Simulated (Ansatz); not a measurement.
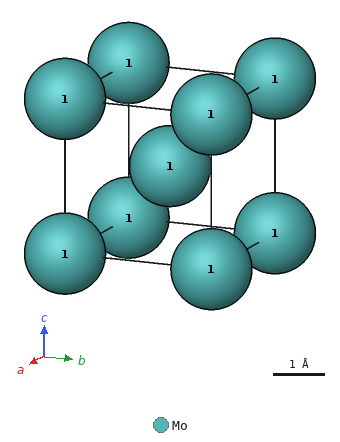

Figure 1. The input geometry (spheres-only view of the cell 2 times as large as that of the calculation, set on its symmetry axes, seen slightly off an axis; atoms are numbered from 1 in the order of the input). An atom can appear more than once, as a periodic image.

## Geometry relaxation of Mo

The run: geometry relaxation of Mo (Im-3m, 1 atom in the cell). Method and program: DFT PBE, scalar-relativistic, plane waves, PAW, no spin polarisation (Ansatz 0.2.0).

The structure derives from an entry of the Crystallography Open Database. Figures and captions count atoms from 1; the log counts them from 0 in places.

## Input
```yaml
crystal:
  lattice:
    - [-1.571, 1.571, 1.571]
    - [1.571, -1.571, 1.571]
    - [1.571, 1.571, -1.571]
  atoms:
    - { symbol: Mo, position: [0.0, 0.0, 0.0] }
basis:
  ecutwfc: 420
kpoints:
  mp_grid: { grid: [18, 18, 18] }
hamiltonian:
  xc: pbe
scf:
  occupations: { method: gaussian, width: 0.1 }
output:
  forces: true
  stress: true
  eigenvalues: true
  write_density: true
  write_potential: true
  elf: true
  volumetric_format: npy
relax:
  adjacent_minimum: "off"
  f_tol: 0.005
  max_steps: 80
  cell: { stress_tol: 0.05 }
```

Command:
```bash
ansatz run input.yaml --threads 1 --pin off --max-ram 2560MiB --backend cpu --events-out ev --progress --plain --runs-dir out
```

## The program's output
```
Engine: ansatz 0.2.0, x86_64-unknown-linux-gnu
Pseudopotentials: kind: paw
Pseudopotential: Mo, paw, valence charge 14, recommended cutoff 420 eV (normal), Mo.paw.azcp
Functional definition: PBE
  parameter kappa = 0.804
  parameter beta = 0.06672455060314922
  exchange = pbe_x(kappa = kappa, mu = beta*pi^2/3)
  correlation = pbe_c(beta = beta)
Crystal: 1 atoms, lattice volume = 15.509 Å³
Basis set: ecut = 420 eV, 321 PW (Γ), exchange–correlation on 40×40×40 points (8 copies of the dense FFT grid, shifted against one another)
Bands: 11, of which v1, the nominal top of the filled ones, is band 7 counted from 1 (6 counted from 0)
Symmetry: 48 space group operations
Space group: Im-3m (ITA 229), of the structure as read, at distance tolerance 2.5e-5 Å
k-points: 195 of 5832
Non-local potential: Mo, projectors of the file, l = 0: 3, l = 1: 2, l = 2: 2, l = 3: 1
PAW form: soft (Blöchl's): semilocal exchange-correlation on the pseudo side does not see the compensation charge
PAW one-centre angular grid: Mo, 590 points (default); XC on 64 Gauss nodes
Initial density: superposition of atomic densities (neutral atoms: chi_scale 0, normalization atom), corrected by the library's trained network
Initial wavefunctions: pseudopotential atomic-orbital guess
Functional: x = pbe(κ = 0.804, μ = 0.2195149727645171), c = pbe(β = 0.06672455060314922)
SCF iter   1: F=—  HF=-4956.017438 eV  |F-HF|=—  |Δ(HF+E_count)|=         —  Δρ=2.98e-3  dr2=6.69e-4  ethr=1.77e-3  ⟨swp⟩=5.0  Hψ=12530  notcnv=0
preconditioner: auto → none  [metal: Δε(μ)=0.010 eV  Ē_g=8.399 eV  σ=0.100 eV  W_gap=0.06  n_scr=0 (ndim 8)  ℏωp=23.1 eV  f_vac=0.000  D(μ)=0.50/eV (n_scr^D=0)]
SCF iter   2: F=—  HF=-4956.017372 eV  |F-HF|=—  |Δ(HF+E_count)|=   6.60e-5  Δρ=1.45e-3  dr2=1.21e-4  ethr=4.78e-6  ⟨swp⟩=2.5  Hψ=4643  notcnv=0
SCF iter   3: F=—  HF=-4956.017383 eV  |F-HF|=—  |Δ(HF+E_count)|=   1.13e-5  Δρ=3.03e-4  dr2=1.02e-5  ethr=8.62e-7  ⟨swp⟩=2.0  Hψ=3482  notcnv=0
SCF iter   4: F=—  HF=-4956.017381 eV  |F-HF|=—  |Δ(HF+E_count)|=   2.16e-6  Δρ=5.70e-5  dr2=1.75e-7  ethr=7.29e-8  ⟨swp⟩=2.2  Hψ=2807  notcnv=0
iter 5 did not close the SCF: its close was put off for the readings that it lacked (scf_convergence_deferred on its scf_iter line)
SCF iter   5: F=-4956.017381 eV  HF=-4956.017381 eV  |F-HF|=2.62e-8  |Δ(HF+E_count)|=   8.40e-9  Δρ=2.46e-5  dr2=3.61e-8  ethr=1.25e-9  ⟨swp⟩=2.0  Hψ=3493  notcnv=0
SCF iter   6: F=-4956.017381 eV  HF=-4956.017381 eV  |F-HF|=2.77e-9  |Δ(HF+E_count)|=   1.34e-8  Δρ=8.80e-6  dr2=4.04e-9  ethr=2.58e-10  ⟨swp⟩=4.8  Hψ=10829  notcnv=0
SCF 1 converged in 6 iterations: F = -4956.017381 eV  dr2 = 4.04e-9
  greatest PAW one-centre occupation: 0.998 electrons in one spin orbital (limit 2), on the Mo atom at site 0 (counted from 0), in its partial waves of l = 0
relax step   1: F+E_penalty+E_count = -4956.01738087 eV  Δ(F+E_penalty+E_count) = +0.000e0 eV  max|allowed force component| = 0.000e0 eV/Å  Δτ_max = 0.0000 Å  P = +4.735 GPa  Ω = 15.509 Å³  (6 SCF iters, dr2 threshold 1.00e-7 eV, accepted)
Crystal: 1 atoms, lattice volume = 16.313 Å³
Initial density: handed on by an earlier stage of this run
Initial wavefunctions: those handed on with the density
iter 1 solved again at ethr=3.58e-6 eV; its pass at ethr=3.10e-3 eV (dr2=5.01e-4 eV) is discarded
SCF iter   1: F=—  HF=-4956.007315 eV  |F-HF|=—  |Δ(HF+E_count)|=         —  Δρ=2.89e-3  dr2=5.31e-4  ethr=3.58e-6  ⟨swp⟩=2.3  Hψ=16267  notcnv=0
preconditioner: auto → none  [metal: Δε(μ)=0.047 eV  Ē_g=7.968 eV  σ=0.100 eV  W_gap=0.26  n_scr=0 (ndim 8)  ℏωp=22.5 eV  f_vac=0.000  D(μ)=0.61/eV (n_scr^D=0)]
SCF iter   2: F=—  HF=-4956.007511 eV  |F-HF|=—  |Δ(HF+E_count)|=   1.96e-4  Δρ=1.48e-3  dr2=1.19e-4  ethr=3.58e-6  ⟨swp⟩=1.0  Hψ=2145  notcnv=0
SCF iter   3: F=—  HF=-4956.007593 eV  |F-HF|=—  |Δ(HF+E_count)|=   8.17e-5  Δρ=2.31e-4  dr2=8.54e-6  ethr=8.48e-7  ⟨swp⟩=2.0  Hψ=3301  notcnv=0
SCF iter   4: F=—  HF=-4956.007591 eV  |F-HF|=—  |Δ(HF+E_count)|=   2.39e-6  Δρ=4.34e-5  dr2=8.12e-8  ethr=7.14e-10  ⟨swp⟩=6.0  Hψ=12627  notcnv=0
SCF iter   5: F=-4956.007591 eV  HF=-4956.007591 eV  |F-HF|=4.59e-9  |Δ(HF+E_count)|=   3.01e-8  Δρ=5.88e-6  dr2=5.30e-9  ethr=5.80e-10  ⟨swp⟩=5.0  Hψ=11365  notcnv=0
SCF 2 converged in 5 iterations: F = -4956.007591 eV  dr2 = 5.30e-9
relax step   2: F+E_penalty+E_count = -4956.00759074 eV  Δ(F+E_penalty+E_count) = +9.790e-3 eV  max|allowed force component| = 0.000e0 eV/Å  Δτ_max = 0.0000 Å  P = -7.965 GPa  Ω = 16.313 Å³  energy of the carried Pulay correction = -2.406e-4 eV  (5 SCF iters, dr2 threshold 1.00e-7 eV, rejected (line search))
Crystal: 1 atoms, lattice volume = 15.800 Å³
iter 1 solved again at ethr=1.55e-6 eV; its pass at ethr=3.10e-3 eV (dr2=2.17e-4 eV) is discarded
SCF iter   1: F=—  HF=-4956.021182 eV  |F-HF|=—  |Δ(HF+E_count)|=         —  Δρ=1.83e-3  dr2=2.09e-4  ethr=1.55e-6  ⟨swp⟩=1.6  Hψ=15891  notcnv=0
preconditioner: auto → none  [metal: Δε(μ)=0.033 eV  Ē_g=8.239 eV  σ=0.100 eV  W_gap=0.18  n_scr=0 (ndim 8)  ℏωp=22.9 eV  f_vac=0.000  D(μ)=0.54/eV (n_scr^D=0)]
SCF iter   2: F=—  HF=-4956.021251 eV  |F-HF|=—  |Δ(HF+E_count)|=   6.91e-5  Δρ=9.37e-4  dr2=4.55e-5  ethr=1.49e-6  ⟨swp⟩=1.0  Hψ=2145  notcnv=0
SCF iter   3: F=—  HF=-4956.021280 eV  |F-HF|=—  |Δ(HF+E_count)|=   2.96e-5  Δρ=1.48e-4  dr2=3.30e-6  ethr=3.25e-7  ⟨swp⟩=2.0  Hψ=3289  notcnv=0
SCF iter   4: F=—  HF=-4956.021280 eV  |F-HF|=—  |Δ(HF+E_count)|=   3.91e-7  Δρ=2.65e-5  dr2=2.82e-8  ethr=2.36e-8  ⟨swp⟩=2.0  Hψ=3156  notcnv=0
SCF iter   5: F=—  HF=-4956.021279 eV  |F-HF|=—  |Δ(HF+E_count)|=   8.20e-7  Δρ=3.66e-6  dr2=1.67e-9  ethr=2.02e-10  ⟨swp⟩=2.0  Hψ=3479  notcnv=0
SCF iter   6: F=-4956.021279 eV  HF=-4956.021279 eV  |F-HF|=2.73e-12  |Δ(HF+E_count)|=  7.34e-10  Δρ=1.98e-7  dr2=3.74e-12  ethr=1.00e-12  ⟨swp⟩=4.0  Hψ=10176  notcnv=0
SCF 3 converged in 6 iterations: F = -4956.021279 eV  dr2 = 3.74e-12
relax step   3: F+E_penalty+E_count = -4956.02127926 eV  Δ(F+E_penalty+E_count) = -3.898e-3 eV  max|allowed force component| = 0.000e0 eV/Å  Δτ_max = 0.0000 Å  P = -0.255 GPa  Ω = 15.800 Å³  energy of the carried Pulay correction = -8.832e-5 eV  (6 SCF iters, accepted)
Crystal: 1 atoms, lattice volume = 15.784 Å³
iter 1 solved again at ethr=1.69e-9 eV; its pass at ethr=3.10e-3 eV (dr2=2.37e-7 eV) is discarded
SCF iter   1: F=—  HF=-4956.021296 eV  |F-HF|=—  |Δ(HF+E_count)|=         —  Δρ=5.68e-5  dr2=1.90e-7  ethr=1.69e-9  ⟨swp⟩=2.2  Hψ=14836  notcnv=0
preconditioner: auto → none  [metal: Δε(μ)=0.029 eV  Ē_g=8.247 eV  σ=0.100 eV  W_gap=0.16  n_scr=0 (ndim 8)  ℏωp=22.9 eV  f_vac=0.000  D(μ)=0.54/eV (n_scr^D=0)]
SCF iter   2: F=-4956.021296 eV  HF=-4956.021296 eV  |F-HF|=2.86e-8  |Δ(HF+E_count)|=   2.99e-8  Δρ=2.92e-5  dr2=4.40e-8  ethr=7.14e-10  ⟨swp⟩=5.8  Hψ=10695  notcnv=0
SCF 4 converged in 2 iterations: F = -4956.021296 eV  dr2 = 4.40e-8
relax step   4: F+E_penalty+E_count = -4956.02129635 eV  Δ(F+E_penalty+E_count) = -1.709e-5 eV  max|allowed force component| = 0.000e0 eV/Å  Δτ_max = 0.0000 Å  P = +0.004 GPa  Ω = 15.784 Å³  energy of the carried Pulay correction = -8.358e-5 eV  (2 SCF iters, dr2 threshold 1.00e-7 eV, accepted)
Initial wavefunctions: pseudopotential atomic-orbital guess (no wavefunctions were taken with the density)
iter 1 solved again at ethr=2.48e-8 eV; its pass at ethr=3.10e-3 eV (dr2=3.47e-6 eV) is discarded
SCF iter   1: F=—  HF=-4956.021376 eV  |F-HF|=—  |Δ(HF+E_count)|=         —  Δρ=5.70e-5  dr2=8.17e-8  ethr=2.48e-8  ⟨swp⟩=3.2  Hψ=18915  notcnv=0
SCF iter   2: F=—  HF=-4956.021377 eV  |F-HF|=—  |Δ(HF+E_count)|=   4.64e-7  Δρ=2.89e-5  dr2=2.12e-8  ethr=5.84e-10  ⟨swp⟩=1.1  Hψ=2285  notcnv=0
SCF iter   3: F=—  HF=-4956.021377 eV  |F-HF|=—  |Δ(HF+E_count)|=   2.37e-8  Δρ=2.24e-6  dr2=8.46e-10  ethr=1.51e-10  ⟨swp⟩=2.0  Hψ=2850  notcnv=0
SCF iter   4: F=-4956.021377 eV  HF=-4956.021377 eV  |F-HF|=1.82e-12  |Δ(HF+E_count)|=  3.17e-10  Δρ=4.18e-7  dr2=8.02e-12  ethr=1.00e-12  ⟨swp⟩=3.9  Hψ=9910  notcnv=0
SCF 5 converged in 4 iterations: F = -4956.021377 eV  dr2 = 8.02e-12
relax step   5: F+E_penalty+E_count = -4956.02137671 eV  Δ(F+E_penalty+E_count) = -8.037e-5 eV  max|allowed force component| = 0.000e0 eV/Å  Δτ_max = 0.0000 Å  P = +0.000 GPa  Ω = 15.784 Å³  stress off target by 7.97e-5 GPa  SCF on the basis re-selected at this cell (its energy is not comparable with the rows above)  (4 SCF iters)
```

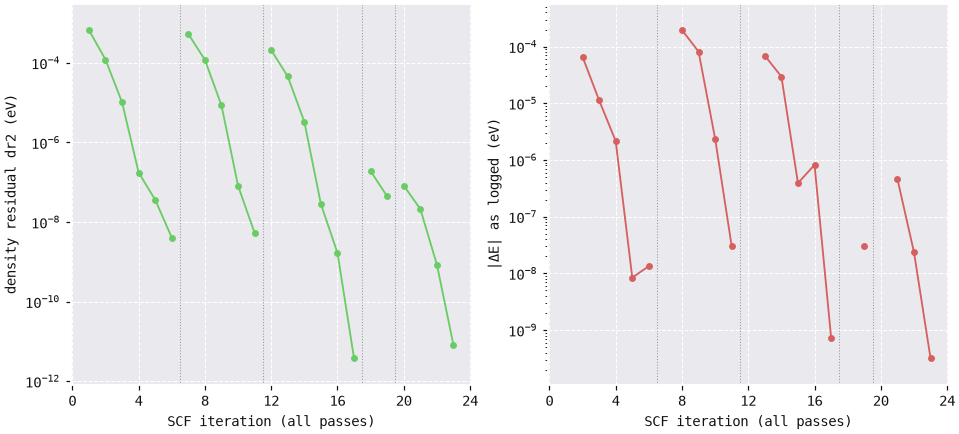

Figure 2. Convergence of the self-consistent field: density residual dr2 and size of the energy change against the SCF iteration. The dotted lines part the SCF passes of the relaxation: geometry steps, rejected trials and re-solves on a re-selected basis. The 5 passes take 2 to 6 iterations each, 23 in all.

```
basis re-selected at this cell: Δ(F+E_penalty+E_count) = -8.037e-5 eV, ΔP = -0.004 GPa vs the last step (what re-selecting the basis moved, of the pressure what is left beyond the Pulay correction that the steps carried, after the strain that the cell walked since its last selection, with what the two solves' SCF thresholds leave and, on support functions, any second-order correction that the steps lacked; it is no measure of the basis error at this ecutwfc). This SCF's stress stands 7.97e-5 GPa from its target on what of the cell is left free (relax.cell.stress_tol is 5.00e-2 GPa) and its largest allowed force component is 0.00e0 eV/Å (relax.f_tol is 5.00e-3 eV/Å): within both
SCF converged after 4 iterations
Free energy (F): -4956.021377 eV
Harris-Foulkes:  -4956.021377 eV  (|F-HF|=1.82e-12)
Internal energy: -4956.018696 eV  (E = F + TS)
E sigma→0 (E₀):  -4956.020036 eV
Entropy (-TS):   -0.002680 eV (-2.680 meV/atom)
Fermi energy:    20.885895 eV
--- Per-component energies (eV) ---
  E_band       = -58.033840
  E_kinetic    = 440.622230
  E_local      = -790.773598  (includes V_loc(G=0)·N_el)
  E_nonlocal   = 142.546954
  E_hartree    = 261.206428
  E_xc         = -183.492850
  E_vxc        = -229.014252  (∫ρ·V_xc dr)
  E_paw        = -3201.176426  (= ΣΔE_a)
  E_vpaw       = -143.828084  (= ΣTr[D̂ρ^β])
  E_aug_tail   = 0.000042  (compensation charges beyond the density's cutoff)
  E_ewald      = -1624.951475
  E_smearing   = -0.002680  (= −TS)
  E_closure    = 0.000000  (closes the sum)
  Σ components = -4956.021377   (vs F -4956.021377, Δ=0.00e0)
--- Forces (eV/Å), atoms counted from 1 ---
  atom   1  Mo     0.00000000     0.00000000    -0.00000000
  max |Σ_I F_I| component: 1.23e-32 eV/Å
--- Stress (GPa, compression-positive) ---
        0.000080       0.000000      -0.000000
       -0.000000       0.000080      -0.000000
        0.000000      -0.000000       0.000080
  P = ⅓ Tr σ = 0.0001 GPa (0.001 kbar)
--- Band table (eV; the first three rows and the last of 195) ---
  k-point 0: bands = ["-40.4132", "-13.6948", "-13.6948", "-13.6948", "13.6730", "19.5226", "19.5226", "19.5226", "22.5099", "22.5099", "35.5488"]
  k-point 1: bands = ["-40.4057", "-13.7386", "-13.7083", "-13.6951", "13.8086", "19.4464", "19.5107", "19.6493", "22.3965", "22.5119", "35.6494"]
  k-point 2: bands = ["-40.3840", "-13.8637", "-13.7471", "-13.6960", "14.1957", "19.2346", "19.4577", "20.0242", "22.1460", "22.5232", "35.8898"]
  k-point 194: bands = ["-39.9798", "-14.6315", "-14.6315", "-14.6315", "15.5080", "15.5080", "24.7889", "24.7889", "24.7889", "29.8441", "29.8441"]
--- Relaxed structure (4 steps of the walk, 3 accepted, 1 SCFs on fresh bases) ---
  F+E_penalty+E_count = -4956.02137671 eV   max|allowed force component| = 0.000e0 eV/Å   (the final SCF, on the basis selected at the relaxed cell)
  cell:  # Å, volume = 15.7838 Å³
    - [-1.5802194355538377, 1.5802194355538377, 1.5802194355538377]
    - [1.5802194355538377, -1.5802194355538377, 1.5802194355538377]
    - [1.5802194355538377, 1.5802194355538377, -1.5802194355538377]
  atoms:
    - { symbol: Mo, position: [0.0, 0.0, 0.0] }
```

## Trajectory as extended XYZ (Å, eV, eV/Å), 5 frames, from step=1 to step=5
```
1
Lattice="-1.5710 1.5710 1.5710 1.5710 -1.5710 1.5710 1.5710 1.5710 -1.5710" Properties=species:S:1:pos:R:3:forces:R:3 step=1 energy=-4956.01738 pressure_GPa=4.74
Mo    0.0000    0.0000    0.0000    0.0000   0.0000   0.0000
1
Lattice="-1.5977 1.5977 1.5977 1.5977 -1.5977 1.5977 1.5977 1.5977 -1.5977" Properties=species:S:1:pos:R:3:forces:R:3 step=2 energy=-4956.00759 pressure_GPa=-7.96 accepted=F
Mo    0.0000    0.0000    0.0000    0.0000   0.0000   0.0000
1
Lattice="-1.5807 1.5807 1.5807 1.5807 -1.5807 1.5807 1.5807 1.5807 -1.5807" Properties=species:S:1:pos:R:3:forces:R:3 step=3 energy=-4956.02128 pressure_GPa=-0.25
Mo    0.0000    0.0000    0.0000    0.0000   0.0000   0.0000
1
Lattice="-1.5802 1.5802 1.5802 1.5802 -1.5802 1.5802 1.5802 1.5802 -1.5802" Properties=species:S:1:pos:R:3:forces:R:3 step=4 energy=-4956.02130 pressure_GPa=0.00
Mo    0.0000    0.0000    0.0000    0.0000   0.0000   0.0000
1
Lattice="-1.5802 1.5802 1.5802 1.5802 -1.5802 1.5802 1.5802 1.5802 -1.5802" Properties=species:S:1:pos:R:3:forces:R:3 step=5 energy=-4956.02138 pressure_GPa=0.00
Mo    0.0000    0.0000    0.0000    0.0000   0.0000   0.0000
```

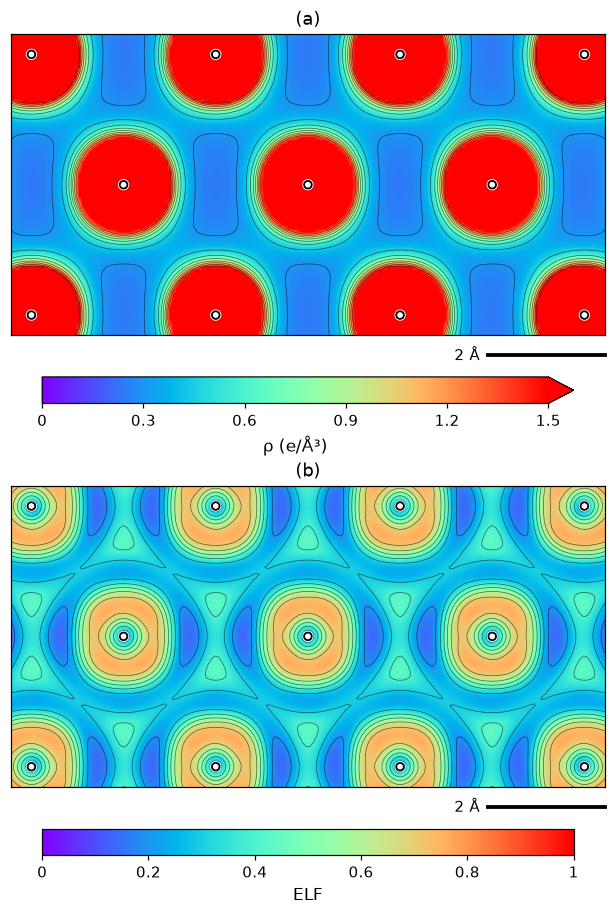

Figure 3. (a) valence pseudo-density; (b) ELF on the (011̄) plane of the conventional cell. Circles mark the nuclei in the plane (Mo). Mo–Mo (2.74 Å): ρ is about 0.37 e/Å³ halfway; the ELF is about 0.30 at the midpoint (no localised pair between them). Away from the nuclei the density in this plane falls to 0.24 e/Å³ at its lowest. The strong features right at Mo lie inside the PAW spheres (semicore, d or f shells) and say nothing about bonding. In a PAW calculation such maps are meaningful between the atoms, not at the nuclei.

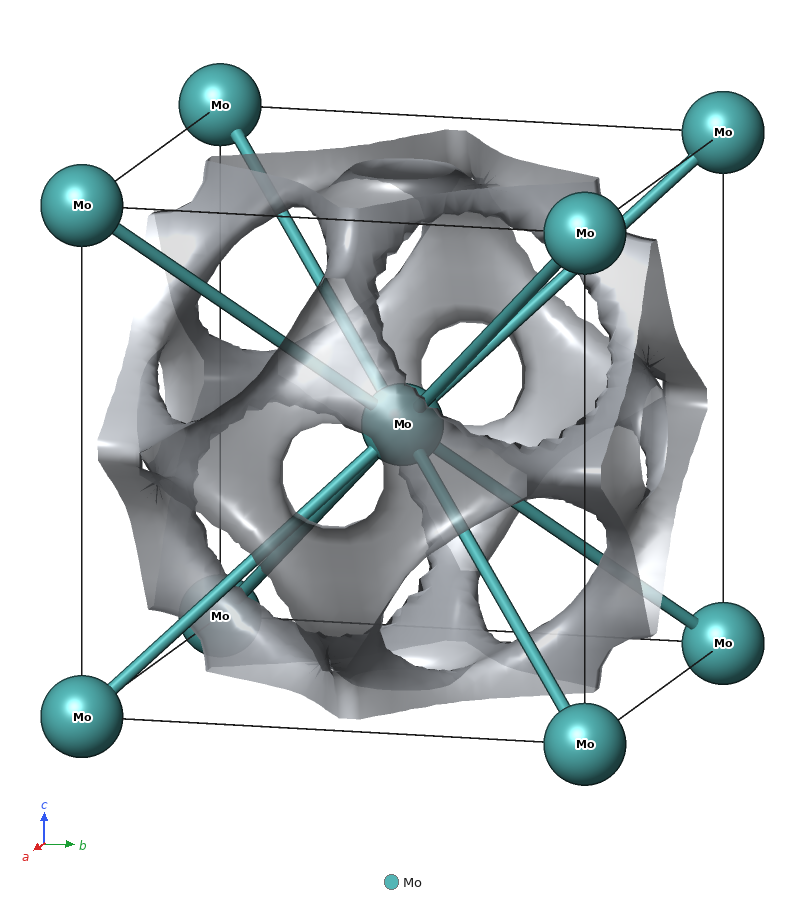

Figure 4. Isosurface of the electron localisation function at 0.4 (grey), seen slightly off an axis. Only the valence region is drawn (cores and ρ < 0.01 e/Å³ removed). Sticks mark near contacts. The outline is the cell set on symmetry axes. Along the contacts the grid gives the following. Mo–Mo (2.74 Å): the ELF is about 0.30 at the midpoint; no localised pair between them.

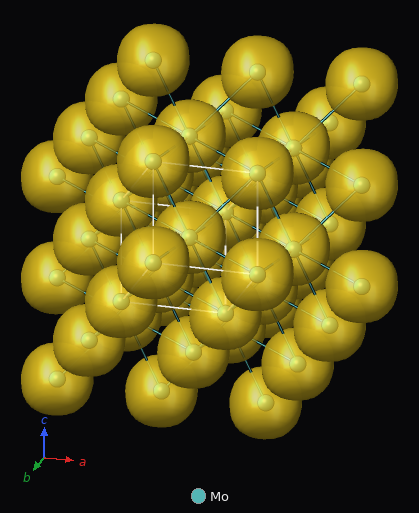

Figure 5. Isosurface of the valence pseudo-density at 0.5 e/Å³ (yellow), seen at an oblique angle. Sticks mark near contacts. The outline is the cell set on symmetry axes. At this value the density breaks into separate islands; it holds about 75 % of the electrons treated as valence (semicore included). It is pinched off along the Mo–Mo (2.74 Å) contacts. On the grid the lowest density along these lines, outside the cores, is 0.37 e/Å³ (Mo–Mo, 2.74 Å).

## Results in brief

| quantity | value |
| --- | --- |
| outcome | converged |
| space group (tolerance 0.01 Å) | Im-3m (229) |
| electrons treated | 14 |
| free energy | −4956.0214 eV |
| Fermi energy | 20.886 eV |
| gap on the k-point mesh | none (metallic) |
| pressure | 0.00 GPa |
| final volume | 15.78 Å³ |
| largest force (length of the vector) at the end | under 0.001 eV/Å |
| final cell | a = 2.737 Å, b = 2.737 Å, c = 2.737 Å, α = 109.47°, β = 109.47°, γ = 109.47° |
| hardware | 1 thread of Intel Xeon @ 2.70GHz, 189 GiB of memory available, shared host |
| wall time | 15 s |
| peak memory | 0.35 GiB |
